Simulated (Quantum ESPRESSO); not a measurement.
# H on top sites of RuAl(110), stepped through the coverage, part 9 of 10

What law, if any, do the results for H on top sites of RuAl(110) follow against the coverage?

Quantum ESPRESSO 7.5; plane-wave DFT, PBE, GBRV ultrasoft pseudopotentials.

So far. Step 9 (Relaxing the ions, 0.75 ML): The relaxation lowers the energy by 18 meV an atom. On the free atoms the largest force ends at 0.025 eV/Å. Step 10 (SCF with pw.x, 0.75 ML): Inside the slab this potential holds the local part of the pseudopotentials, which can be repulsive at the nuclei; only its value in the vacuum has a meaning of its own.

The structure was built from a prototype and need not be the compound's stable phase.

## 11. Relaxing the ions, 1 ML

System of this step: RuAl(110), 3 layers, 1 sites a cell, 1 H on top sites. The cell holds 7 atoms: 3 Ru, 3 Al and 1 H. Cell: a = 3.004 Å, b = 4.247 Å, c = 20.085 Å, α = 90.0°, β = 90.0°, γ = 90.0°. It derives from RuAl. Vacuum lies along c.

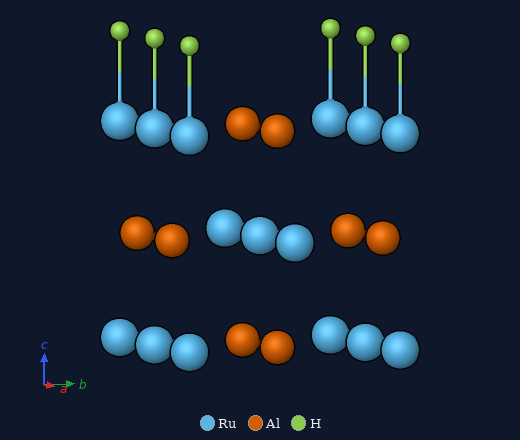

The cell of this step (ruthenium blue, aluminium orange, hydrogen green). 2×1×1 cells are drawn. Some periodic images of atoms are drawn too.

The input, m7.relax.in:

```
&control
  prefix = 'm7.relax'
  outdir = './out'
  pseudo_dir = './pseudo'
  nstep = 70
  forc_conv_thr = 0.0015
  calculation = 'relax'
/
&system
  ibrav = 0
  nat = 7
  ntyp = 3
  ecutwfc = 40
  ecutrho = 200
  occupations = 'smearing'
  smearing = 'mv'
  degauss = 0.02
/
&electrons
  conv_thr = 1e-07
  mixing_beta = 0.3
  electron_maxstep = 120
  mixing_mode = 'local-TF'
/
&ions
/
ATOMIC_SPECIES
  Ru  101.0700  ru_pbe_v1.2.uspp.F.UPF
  Al  26.9815  al_pbe_v1.uspp.F.UPF
  H   1.0080  h_pbe_v1.4.uspp.F.UPF
CELL_PARAMETERS angstrom
  3.00398291400000 0.00000000000000 0.00000000000000
  0.00000000000000 4.24680729700000 0.00000000000000
  0.00000000000000 0.00000000000000 20.08508896083147
ATOMIC_POSITIONS crystal
  Ru  0.000000000000 0.000000000000 0.350026277322 0 0 0
  Al  0.500000000000 0.500000000000 0.350026277322 0 0 0
  Ru  0.000000000000 0.500000000000 0.455746677796 0 0 0
  Al  0.500000000000 0.000000000000 0.455746677796 0 0 0
  Ru  0.000000000000 0.000000000000 0.561467078270
  Al  0.500000000000 0.500000000000 0.561467078270
  H   0.000000000000 0.000000000000 0.649973722678
K_POINTS automatic
  8 5 1 0 0 0
```

Started as:

```bash
OMP_NUM_THREADS=1 mpirun -n 16 pw.x -nk 2 -in m7.relax.in > m7.relax.out
```

The program printed:

```text
[banner, memory and clock lines left out]
Program PWSCF v.7.5 starts
[...]
Message from routine setup:
[...]
number of electrons       =        58.00
     number of Kohn-Sham states=           35
     kinetic-energy cutoff     =      40.0000  Ry
     charge density cutoff     =     200.0000  Ry
[...]
number of k points=    15  Marzari-Vanderbilt smearing, width (Ry)=  0.0200
[...]
Dense  grid:    82531 G-vectors     FFT dimensions: (  25,  40, 180)
[...]
negative rho (up, down):  2.398E-01 0.000E+00
     Starting wfcs are   52 randomized atomic wfcs
[...]
negative rho (up, down):  2.311E-01 0.000E+00
[...]
estimated scf accuracy    <       8.14011846 Ry
[...]
negative rho (up, down):  2.244E-01 0.000E+00
[...]
estimated scf accuracy    <       3.14359965 Ry
[...]
negative rho (up, down):  2.265E-01 0.000E+00
[...]
estimated scf accuracy    <       0.23601235 Ry
[...]
negative rho (up, down):  2.287E-01 0.000E+00
[...]
estimated scf accuracy    <       0.08555267 Ry
[...]
negative rho (up, down):  2.334E-01 0.000E+00
[...]
estimated scf accuracy    <       0.07655166 Ry
[...]
negative rho (up, down):  2.347E-01 0.000E+00
[...]
estimated scf accuracy    <       0.01139074 Ry
[...]
negative rho (up, down):  2.356E-01 0.000E+00
[...]
estimated scf accuracy    <       0.00229140 Ry
[...]
negative rho (up, down):  2.353E-01 0.000E+00
[...]
estimated scf accuracy    <       0.01111733 Ry
[...]
negative rho (up, down):  2.348E-01 0.000E+00
[...]
estimated scf accuracy    <       0.00088807 Ry
[...]
negative rho (up, down):  2.339E-01 0.000E+00
[...]
estimated scf accuracy    <       0.00039358 Ry
[...]
negative rho (up, down):  2.337E-01 0.000E+00
[...]
estimated scf accuracy    <       0.00017417 Ry
[...]
negative rho (up, down):  2.340E-01 0.000E+00
[...]
estimated scf accuracy    <       0.00030758 Ry
[...]
negative rho (up, down):  2.343E-01 0.000E+00
[...]
estimated scf accuracy    <       0.00010371 Ry
[...]
negative rho (up, down):  2.343E-01 0.000E+00
[...]
estimated scf accuracy    <       0.00000834 Ry
[...]
negative rho (up, down):  2.343E-01 0.000E+00
[...]
estimated scf accuracy    <       0.00000555 Ry
[...]
negative rho (up, down):  2.343E-01 0.000E+00
[...]
estimated scf accuracy    <       0.00000161 Ry
[...]
negative rho (up, down):  2.343E-01 0.000E+00
[...]
estimated scf accuracy    <       0.00000031 Ry
[...]
negative rho (up, down):  2.343E-01 0.000E+00
[...]
estimated scf accuracy    <       0.00000016 Ry
[...]
negative rho (up, down):  2.343E-01 0.000E+00
[...]
the Fermi energy is     1.6377 ev
!    total energy              =    -604.07849029 Ry
     estimated scf accuracy    <       0.00000007 Ry
     smearing contrib. (-TS)   =       0.00163895 Ry
     internal energy E=F+TS    =    -604.08012924 Ry
[...]
one-electron contribution =   -2965.31449810 Ry
     hartree contribution      =    1484.38269336 Ry
     xc contribution           =     -91.43062536 Ry
     ewald contribution        =     968.28230086 Ry
     convergence has been achieved in  19 iterations
     negative rho (up, down):  2.343E-01 0.000E+00
[...]
Total force =     0.071536     Total SCF correction =     0.000326
[...]
negative rho (up, down):  2.312E-01 0.000E+00
[...]
negative rho (up, down):  2.312E-01 0.000E+00
[...]
estimated scf accuracy    <       0.03187649 Ry
[...]
negative rho (up, down):  2.313E-01 0.000E+00
[...]
estimated scf accuracy    <       0.00336973 Ry
[...]
negative rho (up, down):  2.314E-01 0.000E+00
[...]
estimated scf accuracy    <       0.00294513 Ry
[...]
negative rho (up, down):  2.315E-01 0.000E+00
[...]
estimated scf accuracy    <       0.00035380 Ry
[...]
negative rho (up, down):  2.315E-01 0.000E+00
[...]
estimated scf accuracy    <       0.00002538 Ry
[...]
negative rho (up, down):  2.315E-01 0.000E+00
[...]
estimated scf accuracy    <       0.00000965 Ry
[...]
negative rho (up, down):  2.315E-01 0.000E+00
[...]
estimated scf accuracy    <       0.00000494 Ry
[...]
negative rho (up, down):  2.314E-01 0.000E+00
[...]
estimated scf accuracy    <       0.00000185 Ry
[...]
negative rho (up, down):  2.313E-01 0.000E+00
[...]
estimated scf accuracy    <       0.00000038 Ry
[...]
negative rho (up, down):  2.313E-01 0.000E+00
[...]
estimated scf accuracy    <       0.00000016 Ry
[...]
negative rho (up, down):  2.312E-01 0.000E+00
[...]
the Fermi energy is     1.6483 ev
!    total energy              =    -604.08289295 Ry
     estimated scf accuracy    <       0.00000006 Ry
     smearing contrib. (-TS)   =       0.00165661 Ry
     internal energy E=F+TS    =    -604.08454956 Ry
[...]
one-electron contribution =   -2958.19353227 Ry
     hartree contribution      =    1480.84020728 Ry
     xc contribution           =     -91.43559059 Ry
     ewald contribution        =     964.70436602 Ry
     convergence has been achieved in  11 iterations
     negative rho (up, down):  2.312E-01 0.000E+00
[...]
Total force =     0.051614     Total SCF correction =     0.000122
[...]
negative rho (up, down):  2.315E-01 0.000E+00
[...]
negative rho (up, down):  2.315E-01 0.000E+00
[...]
estimated scf accuracy    <       0.02707198 Ry
[...]
negative rho (up, down):  2.316E-01 0.000E+00
[...]
estimated scf accuracy    <       0.00326765 Ry
[...]
negative rho (up, down):  2.316E-01 0.000E+00
[...]
estimated scf accuracy    <       0.00187517 Ry
[...]
negative rho (up, down):  2.317E-01 0.000E+00
[...]
estimated scf accuracy    <       0.00029254 Ry
[...]
negative rho (up, down):  2.317E-01 0.000E+00
[...]
estimated scf accuracy    <       0.00001200 Ry
[...]
negative rho (up, down):  2.317E-01 0.000E+00
[...]
estimated scf accuracy    <       0.00000440 Ry
[...]
negative rho (up, down):  2.317E-01 0.000E+00
[...]
estimated scf accuracy    <       0.00000234 Ry
[...]
negative rho (up, down):  2.316E-01 0.000E+00
[...]
estimated scf accuracy    <       0.00000105 Ry
[...]
negative rho (up, down):  2.316E-01 0.000E+00
[...]
estimated scf accuracy    <       0.00000020 Ry
[...]
negative rho (up, down):  2.316E-01 0.000E+00
[...]
estimated scf accuracy    <       0.00000006 Ry
[...]
negative rho (up, down):  2.316E-01 0.000E+00
[...]
negative rho (up, down):  2.323E-01 0.000E+00
[...]
estimated scf accuracy    <       0.00001298 Ry
[...]
negative rho (up, down):  2.323E-01 0.000E+00
[...]
estimated scf accuracy    <       0.00000521 Ry
[...]
negative rho (up, down):  2.323E-01 0.000E+00
[...]
estimated scf accuracy    <       0.00000207 Ry
[...]
negative rho (up, down):  2.323E-01 0.000E+00
[...]
estimated scf accuracy    <       0.00000094 Ry
[...]
negative rho (up, down):  2.324E-01 0.000E+00
[...]
estimated scf accuracy    <       0.00000048 Ry
[...]
negative rho (up, down):  2.324E-01 0.000E+00
[...]
estimated scf accuracy    <       0.00000020 Ry
[...]
negative rho (up, down):  2.324E-01 0.000E+00
[...]
estimated scf accuracy    <       0.00000003 Ry
[...]
negative rho (up, down):  2.324E-01 0.000E+00
[...]
estimated scf accuracy    <       0.00000002 Ry
[...]
negative rho (up, down):  2.324E-01 0.000E+00
[...]
the Fermi energy is     1.7092 ev
!    total energy              =    -604.08983366 Ry
     estimated scf accuracy    <          6.5E-09 Ry
     smearing contrib. (-TS)   =       0.00181334 Ry
     internal energy E=F+TS    =    -604.09164700 Ry
[...]
one-electron contribution =   -2960.09176351 Ry
     hartree contribution      =    1481.92350816 Ry
     xc contribution           =     -91.45766475 Ry
     ewald contribution        =     965.53427309 Ry
     convergence has been achieved in  14 iterations
     negative rho (up, down):  2.324E-01 0.000E+00
[...]
Total force =     0.026064     Total SCF correction =     0.000320
[...]
negative rho (up, down):  2.344E-01 0.000E+00
[...]
negative rho (up, down):  2.344E-01 0.000E+00
[...]
estimated scf accuracy    <       0.03059423 Ry
[...]
negative rho (up, down):  2.343E-01 0.000E+00
[...]
estimated scf accuracy    <       0.00386501 Ry
[...]
negative rho (up, down):  2.342E-01 0.000E+00
[...]
estimated scf accuracy    <       0.00449049 Ry
[...]
negative rho (up, down):  2.342E-01 0.000E+00
[...]
estimated scf accuracy    <       0.00031692 Ry
[...]
negative rho (up, down):  2.342E-01 0.000E+00
[...]
estimated scf accuracy    <       0.00007421 Ry
[...]
negative rho (up, down):  2.342E-01 0.000E+00
[...]
estimated scf accuracy    <       0.00002975 Ry
[...]
negative rho (up, down):  2.343E-01 0.000E+00
[...]
estimated scf accuracy    <       0.00001309 Ry
[...]
negative rho (up, down):  2.342E-01 0.000E+00
[...]
estimated scf accuracy    <       0.00000512 Ry
[...]
negative rho (up, down):  2.343E-01 0.000E+00
[...]
estimated scf accuracy    <       0.00000313 Ry
[...]
negative rho (up, down):  2.343E-01 0.000E+00
[...]
estimated scf accuracy    <       0.00000139 Ry
[...]
negative rho (up, down):  2.344E-01 0.000E+00
[...]
estimated scf accuracy    <       0.00000053 Ry
[...]
negative rho (up, down):  2.344E-01 0.000E+00
[...]
estimated scf accuracy    <       0.00000018 Ry
[...]
negative rho (up, down):  2.344E-01 0.000E+00
[...]
estimated scf accuracy    <       0.00000006 Ry
[...]
negative rho (up, down):  2.344E-01 0.000E+00
[...]
estimated scf accuracy    <       0.00000003 Ry
[...]
negative rho (up, down):  2.344E-01 0.000E+00
[...]
the Fermi energy is     1.7335 ev
!    total energy              =    -604.09105543 Ry
     estimated scf accuracy    <          3.2E-09 Ry
     smearing contrib. (-TS)   =       0.00183391 Ry
     internal energy E=F+TS    =    -604.09288934 Ry
[...]
one-electron contribution =   -2969.07695837 Ry
     hartree contribution      =    1486.46084751 Ry
     xc contribution           =     -91.45958828 Ry
     ewald contribution        =     969.98280980 Ry
     convergence has been achieved in  15 iterations
     negative rho (up, down):  2.344E-01 0.000E+00
[...]
Total force =     0.018055     Total SCF correction =     0.000103
[...]
negative rho (up, down):  2.320E-01 0.000E+00
[...]
negative rho (up, down):  2.319E-01 0.000E+00
[...]
estimated scf accuracy    <       0.07032334 Ry
[...]
negative rho (up, down):  2.318E-01 0.000E+00
[...]
estimated scf accuracy    <       0.00930070 Ry
[...]
negative rho (up, down):  2.317E-01 0.000E+00
[...]
estimated scf accuracy    <       0.01019401 Ry
[...]
negative rho (up, down):  2.317E-01 0.000E+00
[...]
estimated scf accuracy    <       0.00079134 Ry
[...]
negative rho (up, down):  2.317E-01 0.000E+00
[...]
estimated scf accuracy    <       0.00018414 Ry
[...]
negative rho (up, down):  2.318E-01 0.000E+00
[...]
estimated scf accuracy    <       0.00007678 Ry
[...]
negative rho (up, down):  2.318E-01 0.000E+00
[...]
estimated scf accuracy    <       0.00003296 Ry
[...]
negative rho (up, down):  2.317E-01 0.000E+00
[...]
estimated scf accuracy    <       0.00001443 Ry
[...]
negative rho (up, down):  2.318E-01 0.000E+00
[...]
estimated scf accuracy    <       0.00000710 Ry
[...]
negative rho (up, down):  2.318E-01 0.000E+00
[...]
estimated scf accuracy    <       0.00000351 Ry
[...]
negative rho (up, down):  2.319E-01 0.000E+00
[...]
estimated scf accuracy    <       0.00000115 Ry
[...]
negative rho (up, down):  2.319E-01 0.000E+00
[...]
estimated scf accuracy    <       0.00000037 Ry
[...]
negative rho (up, down):  2.320E-01 0.000E+00
[...]
estimated scf accuracy    <       0.00000008 Ry
[...]
negative rho (up, down):  2.320E-01 0.000E+00
[...]
estimated scf accuracy    <       0.00000002 Ry
[...]
negative rho (up, down):  2.319E-01 0.000E+00
[...]
the Fermi energy is     1.7731 ev
!    total energy              =    -604.09200145 Ry
     estimated scf accuracy    <          9.3E-09 Ry
     smearing contrib. (-TS)   =       0.00181731 Ry
     internal energy E=F+TS    =    -604.09381877 Ry
[...]
one-electron contribution =   -2982.62637466 Ry
     hartree contribution      =    1493.30664542 Ry
     xc contribution           =     -91.46341808 Ry
     ewald contribution        =     976.68932855 Ry
     convergence has been achieved in  15 iterations
     negative rho (up, down):  2.319E-01 0.000E+00
[...]
Total force =     0.005451     Total SCF correction =     0.000067
[...]
negative rho (up, down):  2.331E-01 0.000E+00
[...]
negative rho (up, down):  2.330E-01 0.000E+00
[...]
estimated scf accuracy    <       0.00988446 Ry
[...]
negative rho (up, down):  2.330E-01 0.000E+00
[...]
estimated scf accuracy    <       0.00135350 Ry
[...]
negative rho (up, down):  2.329E-01 0.000E+00
[...]
estimated scf accuracy    <       0.00141420 Ry
[...]
negative rho (up, down):  2.329E-01 0.000E+00
[...]
estimated scf accuracy    <       0.00011831 Ry
[...]
negative rho (up, down):  2.329E-01 0.000E+00
[...]
estimated scf accuracy    <       0.00002446 Ry
[...]
negative rho (up, down):  2.329E-01 0.000E+00
[...]
estimated scf accuracy    <       0.00000926 Ry
[...]
negative rho (up, down):  2.329E-01 0.000E+00
[...]
estimated scf accuracy    <       0.00000387 Ry
[...]
negative rho (up, down):  2.329E-01 0.000E+00
[...]
estimated scf accuracy    <       0.00000134 Ry
[...]
negative rho (up, down):  2.329E-01 0.000E+00
[...]
estimated scf accuracy    <       0.00000059 Ry
[...]
negative rho (up, down):  2.330E-01 0.000E+00
[...]
estimated scf accuracy    <       0.00000032 Ry
[...]
negative rho (up, down):  2.330E-01 0.000E+00
[...]
estimated scf accuracy    <       0.00000008 Ry
[...]
negative rho (up, down):  2.330E-01 0.000E+00
[...]
estimated scf accuracy    <       0.00000002 Ry
[...]
negative rho (up, down):  2.330E-01 0.000E+00
[...]
estimated scf accuracy    <       0.00000001 Ry
[...]
negative rho (up, down):  2.330E-01 0.000E+00
[...]
```

It took 1.7 min on 16 MPI ranks of Arm Neoverse V1, shared host; peak memory 1.1 GiB.

Relaxation path:

```csv
step,energy less that of the first step (eV),largest force (eV/Å)
1,0.0000,1.5052
2,-0.0599,1.1488
3,-0.1012,0.7090
4,-0.1271,0.7647
5,-0.1398,0.7437
6,-0.1543,0.6375
7,-0.1710,0.4493
8,-0.1838,0.1375
9,-0.1848,0.0622
10,-0.1849,0.0565
11,-0.1850,0.0504
12,-0.1852,0.0417
13,-0.1854,0.0284
```

The atoms that moved most (Å):

```csv
atom,dx,dy,dz,length
H7,0.000,0.000,-0.221,0.221
Al6,0.000,0.000,0.132,0.132
Ru5,0.000,0.000,-0.066,0.066
```

Final coordinates:

```cif
data_structure
_symmetry_space_group_name_H-M 'P 1'
_symmetry_Int_Tables_number 1
_cell_length_a 3.0040
_cell_length_b 4.2468
_cell_length_c 20.0851
_cell_angle_alpha 90.000
_cell_angle_beta 90.000
_cell_angle_gamma 90.000
_cell_volume 256.23
loop_
_atom_site_label
_atom_site_type_symbol
_atom_site_fract_x
_atom_site_fract_y
_atom_site_fract_z
_atom_site_occupancy
Ru1 Ru 0.00000 0.00000 0.35003 1
Al2 Al 0.50000 0.50000 0.35003 1
Ru3 Ru 0.00000 0.50000 0.45575 1
Al4 Al 0.50000 0.00000 0.45575 1
Ru5 Ru 0.00000 0.00000 0.55819 1
Al6 Al 0.50000 0.50000 0.56803 1
H7 H 0.00000 0.00000 0.63899 1
```

The relaxation lowers the energy by 26 meV an atom. On the free atoms the largest force ends at 0.028 eV/Å.

Read from the output:

```
free energy  : -8219.0919 eV
Fermi energy : 1.784 eV
```

(Part 9 of 10 ends here.)

[Logs are printed without paths, hosts, clocks, repeated set-up lines and the standing remarks that a program may print on its own settings, such as how far it seeks lower states.]

[Hosts, paths, dates, database ids (printed as entryN), source tags and the programs' standing remarks are cut or masked in the printed files.]

[Maps of the electrostatic potential energy from Ansatz leave out the sawtooth potential of an applied field or a dipole correction, so their vacuum need not be flat; planar profiles and work functions include it.]
